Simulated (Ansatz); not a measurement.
**Geometry relaxation of Ge (part 2 of 2)**

Ge (Imma, 2 atoms in the cell); DFT r2SCAN, scalar-relativistic, plane waves, PAW, no spin polarisation (Ansatz 0.2.0); cutoff 500 eV, 16×16×16 k-mesh, Gaussian smearing of 0.1 eV. The structure derives from a Materials Project entry.

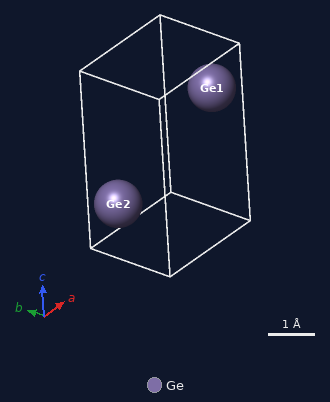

Figure 1. The geometry at step 4 of the log (ball-and-stick view of the reduced cell, seen slightly off an axis; atoms are numbered from 1 in the order of the input).

**Log, continued**
```
SCF iter   1: F=—  HF=-8605.089447 eV  |F-HF|=—  |Δ(HF+E_count)|=         —  Δρ=1.39e-4  dr2=2.44e-7  dr2_τ=6.97e-7  ethr=1.24e-8  ⟨swp⟩=3.0  Hψ=74898  notcnv=0
preconditioner: auto → Kerker (q_TF=auto, 2.601 Å⁻¹)  [metal: Δε(μ)=0.023 eV  Ē_g=24.336 eV  σ=0.100 eV  W_gap=0.13  n_scr=16 (ndim 8)  ℏωp=32.2 eV  f_vac=0.000  D(μ)=0.64/eV (n_scr^D=4)]
SCF iter   2: F=—  HF=-8605.089490 eV  |F-HF|=—  |Δ(HF+E_count)|=   4.36e-5  Δρ=7.13e-5  dr2=7.27e-8  dr2_τ=2.59e-7  ethr=8.71e-10  ⟨swp⟩=3.0  Hψ=20061  notcnv=0
SCF iter   3: F=—  HF=-8605.089506 eV  |F-HF|=—  |Δ(HF+E_count)|=   1.59e-5  Δρ=5.45e-6  dr2=1.13e-9  dr2_τ=1.15e-9  ethr=2.60e-10  ⟨swp⟩=3.0  Hψ=19886  notcnv=0
SCF iter   4: F=—  HF=-8605.089506 eV  |F-HF|=—  |Δ(HF+E_count)|=   6.17e-8  Δρ=1.82e-6  dr2=4.60e-10  dr2_τ=8.73e-11  ethr=4.05e-12  ⟨swp⟩=2.0  Hψ=19935  notcnv=0
SCF iter   5: F=-8605.089506 eV  HF=-8605.089506 eV  |F-HF|=4.37e-11  |Δ(HF+E_count)|=   4.91e-9  Δρ=2.52e-7  dr2=1.06e-11  dr2_τ=1.11e-12  ethr=1.00e-12  ⟨swp⟩=4.0  Hψ=52649  notcnv=0
SCF 7 converged in 5 iterations: F = -8605.089506 eV  dr2 = 1.06e-11
relax step   7: F+E_penalty+E_count = -8605.08950646 eV  Δ(F+E_penalty+E_count) = +1.497e-4 eV  max|allowed force component| = 3.472e-4 eV/Å  Δτ_max = 0.0000 Å  P = -0.009 GPa  Ω = 37.336 Å³  stress off target by 1.43e-2 GPa  SCF on the basis re-selected at this cell (its energy is not comparable with the rows above)  (5 SCF iters)
```

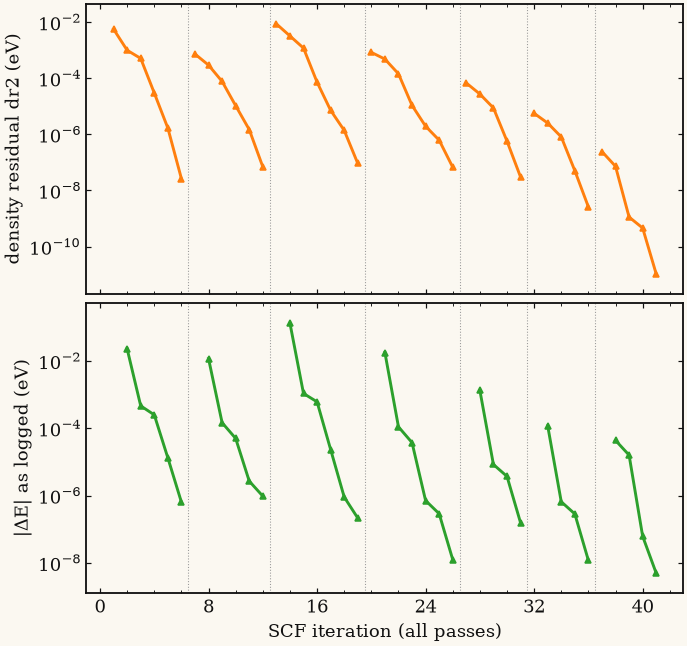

Figure 2. Convergence of the self-consistent field: density residual dr2 and size of the energy change against the SCF iteration. The dotted lines part the SCF passes of the relaxation: geometry steps, rejected trials and re-solves on a re-selected basis. The 7 passes take 5 to 7 iterations each, 41 in all.

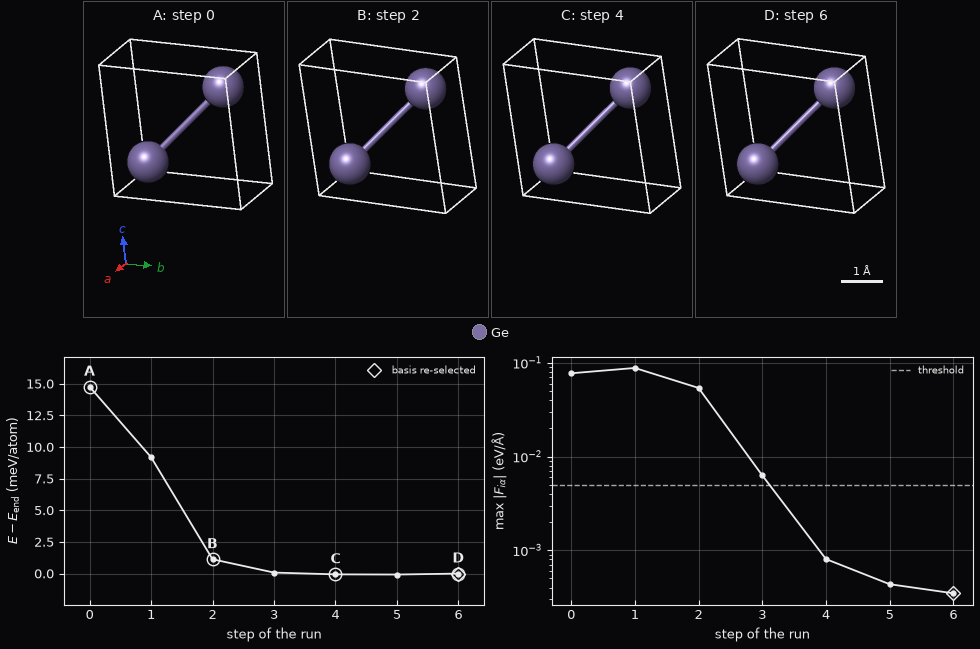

Figure 3. Frames of the relaxation (ball-and-stick view of the reduced cell, seen slightly off an axis) above the curves, on which the letters mark them (the first geometry is step 0 here and step 1 in the log).

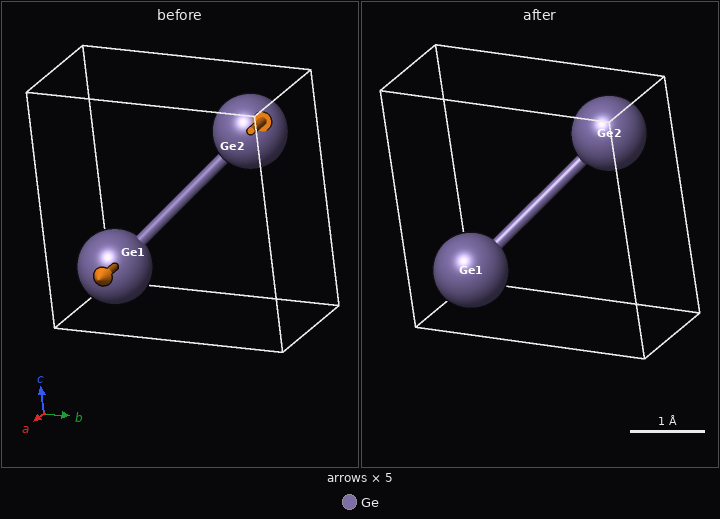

Figure 4. Before (left) and after (right) the relaxation, at one scale (ball-and-stick view of the reduced cell, seen slightly off an axis). The orange arrows give the displacements (without the part carried along by the change of the cell), magnified 5 times. The largest moves relative to the cell, 0.17 Å, are those of Ge1 and Ge2. The volume changes by −1.8 %, with a 2.874 → 2.819 Å (−1.9 %), b = c 3.914 → 3.903 Å (−0.3 %), α 79.2° → 82.5°, β 68.5° → 68.8°, γ 68.5° → 68.8°. Among the contacts that change: Ge1–Ge1 2.874 → 2.819 Å, Ge1–Ge2 2.715 → 2.668 Å. Among the angles that change: Ge2–Ge1–Ge2 133.6° → 149.4°, Ge2–Ge1–Ge2 164.2° → 149.3°, Ge1–Ge1–Ge2 113.2° → 105.3°. The space group (tolerance 0.01 Å) goes from Imma (No. 74) to I4_1/amd (No. 141). After 5 geometry steps the energy has fallen by 14.8 meV per atom. Largest force component: 0.078 eV/Å at the start, 0.00035 eV/Å at the end. The pressure goes from −1.36 to −0.01 GPa. A last SCF at the same geometry on a re-selected plane-wave basis shifts the energy by +0.1 meV per atom. (Atoms are counted from 1 in the order of the input.)

```
basis re-selected at this cell: Δ(F+E_penalty+E_count) = +1.497e-4 eV, ΔP = -0.005 GPa vs the last step (what re-selecting the basis moved, of the pressure what is left beyond the Pulay correction that the steps carried, after the strain that the cell walked since its last selection, with what the two solves' SCF thresholds leave and, on support functions, any second-order correction that the steps lacked; it is no measure of the basis error at this ecutwfc). This SCF's stress stands 1.43e-2 GPa from its target on what of the cell is left free (relax.cell.stress_tol is 5.00e-2 GPa) and its largest allowed force component is 3.47e-4 eV/Å (relax.f_tol is 5.00e-3 eV/Å): within both
SCF converged after 5 iterations
Free energy (F): -8605.089506 eV
Harris-Foulkes:  -8605.089506 eV  (|F-HF|=4.37e-11)
Internal energy: -8605.086289 eV  (E = F + TS)
E sigma→0 (E₀):  -8605.087898 eV
Entropy (-TS):   -0.003217 eV (-1.609 meV/atom)
Fermi energy:    10.988512 eV
--- Per-component energies (eV) ---
  E_band       = -243.533100
  E_kinetic    = 221.028352
  E_local      = -4304.394781  (includes V_loc(G=0)·N_el)
  E_nonlocal   = 835.847249
  E_hartree    = 1887.681258
  E_xc         = -138.233125
  E_vxc        = -136.066545  (∫ρ·V_xc dr)
  E_paw        = -4063.895712  (= ΣΔE_a)
  E_vpaw       = -643.071416  (= ΣTr[D̂ρ^β])
  E_aug_tail   = 0.000032  (compensation charges beyond the density's cutoff)
  E_vtau       = 7.761483  (kinetic-family band-sum trace: ∫τ·v_τ [+ j·A + Jᵃ·Aᵃ] dr)
  E_ewald      = -3040.948030
  E_core_change = -2.171532  (= ΣΔE_core)
  E_smearing   = -0.003217  (= −TS)
  E_closure    = 0.000000  (closes the sum)
  Σ components = -8605.089506   (vs F -8605.089506, Δ=0.00e0)
--- Forces (eV/Å), atoms counted from 1 ---
  atom   1  Ge     0.00000000     0.00000000     0.00034716
  atom   2  Ge     0.00000000     0.00000000    -0.00034716
  max |Σ_I F_I| component: 5.42e-20 eV/Å
--- Stress (GPa, compression-positive) ---
       -0.014251       0.000000       0.000000
        0.000000      -0.003653       0.000000
        0.000000       0.000000      -0.007628
  P = ⅓ Tr σ = -0.0085 GPa (-0.085 kbar)
--- Band table (eV; the first three rows and the last of 621) ---
  k-point 0: bands = ["-14.4687", "-14.4172", "-14.3863", "-14.3847", "-14.2781", "-14.2777", "-14.2716", "-14.2714", "-14.2003", "-14.1339", "-2.9102", "6.9240", "8.4814", "8.4842", "14.7564", "18.9663", "18.9739", "19.3096"]
  k-point 1: bands = ["-14.4665", "-14.4177", "-14.3861", "-14.3843", "-14.2789", "-14.2766", "-14.2709", "-14.2706", "-14.2017", "-14.1362", "-2.8648", "6.4068", "8.5325", "8.9031", "14.9819", "18.2850", "18.7356", "19.4731"]
  k-point 2: bands = ["-14.4601", "-14.4191", "-14.3900", "-14.3784", "-14.2820", "-14.2732", "-14.2690", "-14.2680", "-14.2057", "-14.1429", "-2.7287", "5.4597", "8.6816", "9.5770", "15.6409", "17.2860", "18.1301", "19.3585"]
  k-point 620: bands = ["-14.4247", "-14.4245", "-14.2951", "-14.2949", "-14.2765", "-14.2765", "-14.2756", "-14.2753", "-14.2682", "-14.2680", "1.7480", "1.7527", "4.8522", "4.8530", "17.2441", "17.2534", "22.6244", "22.6286"]
--- Relaxed structure (6 steps of the walk, 6 accepted, 1 SCFs on fresh bases) ---
  F+E_penalty+E_count = -8605.08950646 eV   max|allowed force component| = 3.472e-4 eV/Å   (the final SCF, on the basis selected at the relaxed cell)
  cell:  # Å, volume = 37.3356 Å³
    - [-2.573861083914177, 2.5731635145868057, 1.4093216048120043]
    - [2.573861083914177, -2.5731635145868057, 1.4093216048120043]
    - [2.573861083914177, 2.5731635145868057, -1.4093216048120043]
  atoms:
    - { symbol: Ge, position: [0.12478857647310676, 0.8747885764731067, 0.25000000000000006] }
    - { symbol: Ge, position: [0.8752114235268932, 0.12521142352689318, 0.75] }
```

**Trajectory as extended XYZ (Å, eV, eV/Å), 7 frames, from step=1 to step=7**
```
2
Lattice="-2.4959 2.6509 1.4369 2.4959 -2.6509 1.4369 2.4959 2.6509 -1.4369" Properties=species:S:1:pos:R:3:forces:R:3 step=1 energy=-8605.05998 pressure_GPa=-1.36
Ge    2.4959   -1.3254    1.2529    0.0000   0.0000  -0.0775
Ge    0.0000    3.9763    0.1841    0.0000   0.0000   0.0775
2
Lattice="-2.5045 2.6124 1.4217 2.5045 -2.6124 1.4217 2.5045 2.6124 -1.4217" Properties=species:S:1:pos:R:3:forces:R:3 step=2 energy=-8605.07111 pressure_GPa=0.24
Ge    2.5045   -1.3062    1.2100    0.0000   0.0000  -0.0883
Ge    0.0000    3.9187    0.2117    0.0000   0.0000   0.0883
2
Lattice="-2.5704 2.5585 1.4070 2.5704 -2.5585 1.4070 2.5704 2.5585 -1.4070" Properties=species:S:1:pos:R:3:forces:R:3 step=3 energy=-8605.08724 pressure_GPa=0.71
Ge    2.5704   -1.2793    1.0798    0.0000   0.0000  -0.0541
Ge    0.0000    3.8378    0.3272    0.0000   0.0000   0.0541
2
Lattice="-2.5829 2.5629 1.4100 2.5829 -2.5629 1.4100 2.5829 2.5629 -1.4100" Properties=species:S:1:pos:R:3:forces:R:3 step=4 energy=-8605.08935 pressure_GPa=0.00
Ge    2.5829   -1.2815    1.0424    0.0000   0.0000   0.0063
Ge    0.0000    3.8444    0.3675    0.0000   0.0000  -0.0063
2
Lattice="-2.5768 2.5708 1.4089 2.5768 -2.5708 1.4089 2.5768 2.5708 -1.4089" Properties=species:S:1:pos:R:3:forces:R:3 step=5 energy=-8605.08963 pressure_GPa=0.00
Ge    2.5768   -1.2854    1.0529    0.0000   0.0000   0.0008
Ge    0.0000    3.8561    0.3560    0.0000   0.0000  -0.0008
2
Lattice="-2.5739 2.5732 1.4093 2.5739 -2.5732 1.4093 2.5739 2.5732 -1.4093" Properties=species:S:1:pos:R:3:forces:R:3 step=6 energy=-8605.08966 pressure_GPa=-0.00
Ge    2.5739   -1.2866    1.0564    0.0000   0.0000   0.0004
Ge    0.0000    3.8597    0.3529    0.0000   0.0000  -0.0004
2
Lattice="-2.5739 2.5732 1.4093 2.5739 -2.5732 1.4093 2.5739 2.5732 -1.4093" Properties=species:S:1:pos:R:3:forces:R:3 step=7 energy=-8605.08951 pressure_GPa=-0.01
Ge    2.5739   -1.2866    1.0564    0.0000   0.0000   0.0003
Ge    0.0000    3.8597    0.3529    0.0000   0.0000  -0.0003
```

The run was set up as follows.

**Input file**
```yaml
crystal:
  lattice:
    - [-2.495898, 2.650863, 1.436947]
    - [2.495898, -2.650863, 1.436947]
    - [2.495898, 2.650863, -1.436947]
  atoms:
    - { symbol: Ge, position: [0.185943, 0.935943, 0.25] }
    - { symbol: Ge, position: [0.814057, 0.064057, 0.75] }
basis:
  ecutwfc: 500
kpoints:
  mp_grid: { grid: [16, 16, 16] }
hamiltonian:
  xc: r2scan
scf:
  occupations: { method: gaussian, width: 0.1 }
output:
  forces: true
  stress: true
  eigenvalues: true
relax:
  adjacent_minimum: "off"
  f_tol: 0.005
  max_steps: 80
  cell: { stress_tol: 0.05 }
```

Command:
```bash
ansatz run input.yaml --threads 2 --pin off --max-ram 5120MiB --backend cpu --events-out ev --progress --plain --runs-dir out
```

**Summary**

| quantity | value |
| --- | --- |
| outcome | converged |
| space group (tolerance 0.01 Å) | Imma (74) → I4₁/amd (141) |
| electrons treated | 28 |
| free energy | −8605.0895 eV |
| Fermi energy | 10.989 eV |
| gap on the k-point mesh | none (metallic) |
| pressure | −0.01 GPa |
| final volume | 37.34 Å³ |
| largest force (length of the vector) at the end | under 0.001 eV/Å |
| final cell | a = 3.903 Å, b = 3.903 Å, c = 3.903 Å, α = 97.48°, β = 97.51°, γ = 137.66° |
| hardware | 2 threads of Intel Xeon @ 2.70GHz, 189 GiB of memory available, shared host |
| wall time | 2.5 min (CPU time 4.9 min) |
| peak memory | 0.9 GiB |
